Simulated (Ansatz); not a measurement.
WS2 (slab)

Input

```
crystal:
  lattice:
    - [9.4716094029, 0.0, 0.0]
    - [-4.7358047015, 8.2026543577, 0.0]
    - [0.0, 0.0, 24.7920666289]
  atoms:
    - { symbol: S, position: [0.4444444444, 0.2222222222, 0.3226838698] }
    - { symbol: S, position: [0.4444444444, 0.5555555556, 0.3226838698] }
    - { symbol: S, position: [0.4444444444, 0.8888888889, 0.3226838698] }
    - { symbol: S, position: [0.7777777778, 0.2222222222, 0.3226838698] }
    - { symbol: S, position: [0.7777777778, 0.5555555556, 0.3226838698] }
    - { symbol: S, position: [0.7777777778, 0.8888888889, 0.3226838698] }
    - { symbol: S, position: [0.1111111111, 0.2222222222, 0.3226838698] }
    - { symbol: S, position: [0.1111111111, 0.5555555556, 0.3226838698] }
    - { symbol: S, position: [0.1111111111, 0.8888888889, 0.3226838698] }
    - { symbol: W, position: [0.2220547521, 0.1109696034, 0.3862759533] }
    - { symbol: W, position: [0.2222544531, 0.4444563933, 0.3862482197] }
    - { symbol: W, position: [0.2221882121, 0.7778076221, 0.3863093502] }
    - { symbol: W, position: [0.5556090133, 0.1110197564, 0.3862871546] }
    - { symbol: W, position: [0.5555850548, 0.4446510815, 0.3863909742] }
    - { symbol: W, position: [0.5555099358, 0.7777791096, 0.386258557] }
    - { symbol: W, position: [0.8888167462, 0.1110819641, 0.3862739224] }
    - { symbol: W, position: [0.8889189612, 0.4444316757, 0.3862784834] }
    - { symbol: W, position: [0.8889909495, 0.7778322784, 0.3862977594] }
    - { symbol: S, position: [0.4443829645, 0.2221224674, 0.4497475693] }
    - { symbol: S, position: [0.4443971527, 0.5558197795, 0.4497920312] }
    - { symbol: S, position: [0.4444293411, 0.8888368559, 0.4499261518] }
    - { symbol: S, position: [0.7778272537, 0.2222428963, 0.4499256178] }
    - { symbol: S, position: [0.7780294815, 0.5556852506, 0.4498472308] }
    - { symbol: S, position: [0.777733263, 0.888835615, 0.449931874] }
    - { symbol: S, position: [0.1108635414, 0.2219924029, 0.4498247949] }
    - { symbol: S, position: [0.1111617994, 0.555479395, 0.4499379344] }
    - { symbol: S, position: [0.1111444281, 0.8889644471, 0.4499661042] }
basis:
  ecutwfc: 420
kpoints:
  mp_grid: { grid: [2, 2, 1] }
hamiltonian:
  xc: pbe
  dispersion: d3bj
scf:
  occupations: { method: gaussian, width: 0.05 }
output:
  forces: true
  eigenvalues: true
  write_density: true
  volumetric_format: npy
efield:
  axis: 3
  dipole_correction: true
  ramp_width: 0.04
```

Run with:

```sh
ansatz run input.yaml --threads 4 --pin off --max-ram 10240MiB --backend cpu --events-out ev --progress --plain --runs-dir out
```

Method: Ansatz 0.2.0, DFT PBE+D3(BJ), scalar-relativistic, plane waves, PAW.

Q: What will maps of the valence pseudo-density show?

A: W–S (2.41 Å): ρ is about 0.63 e/Å³ halfway.

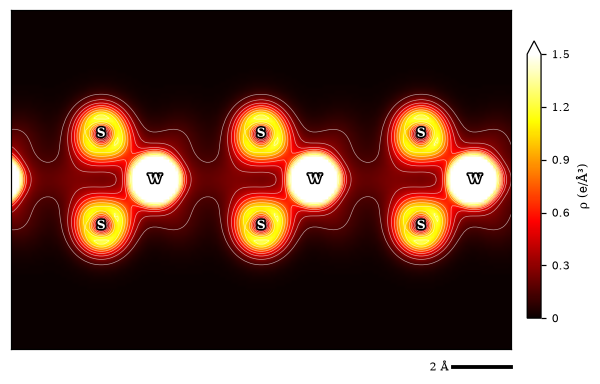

Computed valence pseudo-density on the (110) plane of the calculation cell, a cut from vacuum to vacuum. 
